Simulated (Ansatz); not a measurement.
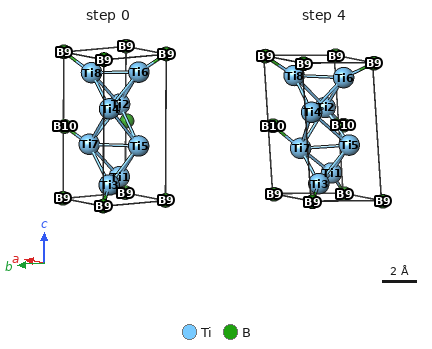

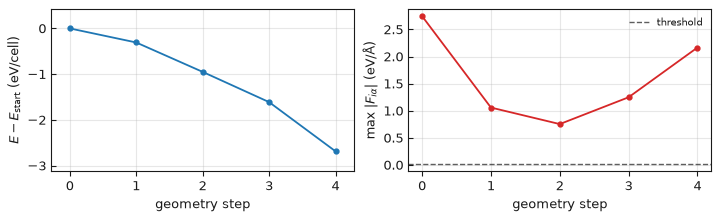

First and last geometry of a relaxation of a crystal of Ti4B (a generated structure, set up in P1) (coarse preliminary run), with the history of the run. A ball-and-stick model of the cell of the calculation, reduced to other axes, seen from a free direction. Lengths and directions refer to the drawn axes.

Computed with DFT PBE, scalar-relativistic, plane waves, PAW (Ansatz). Settings: plane-wave cutoff 420 eV; k-point mesh 6 × 6 × 4; occupations gaussian; smearing width 0.2 eV; no spin polarisation; cell and atoms relaxed; force threshold 0.025 eV/Å; at most 60 steps.

What do the curves and the structures tell?

The run was cut off at its time limit before the relaxation converged, so the last structure is only a point on the way. After 4 geometry steps the energy has fallen by 2.687 eV per cell of the calculation. The largest force component goes from 2.7 to 2.2 eV/Å. The pressure goes from 2.11 to −3.48 GPa. The atom that moves furthest relative to the cell is Ti7 (0.36 Å along [−1 −2 −2]). By element the largest moves are Ti 0.36 Å, B 0.34 Å. The drawn cell changes as follows: a 4.359 → 4.039 Å (−7.3 %), b 4.460 → 4.987 Å (+11.8 %), c 8.744 → 8.305 Å (−5.0 %), α 90.4° → 82.1°, β 90.3° → 89.5°, γ 91.2° → 88.8°; the volume changes by −2.5 %. Among the contacts that change: Ti2–Ti7 3.209 → 4.079 Å, Ti1–Ti8 3.372 → 4.020 Å, Ti3–Ti5 3.245 → 3.730 Å, Ti5–Ti7 3.177 → 3.628 Å. Bond angles that change, for instance: Ti1–B9–Ti8 112.1° → 143.2°, Ti2–B10–Ti7 115.8° → 142.5°, Ti3–B9–Ti8 106.1° → 84.3°. The space group stays P1 (No. 1).
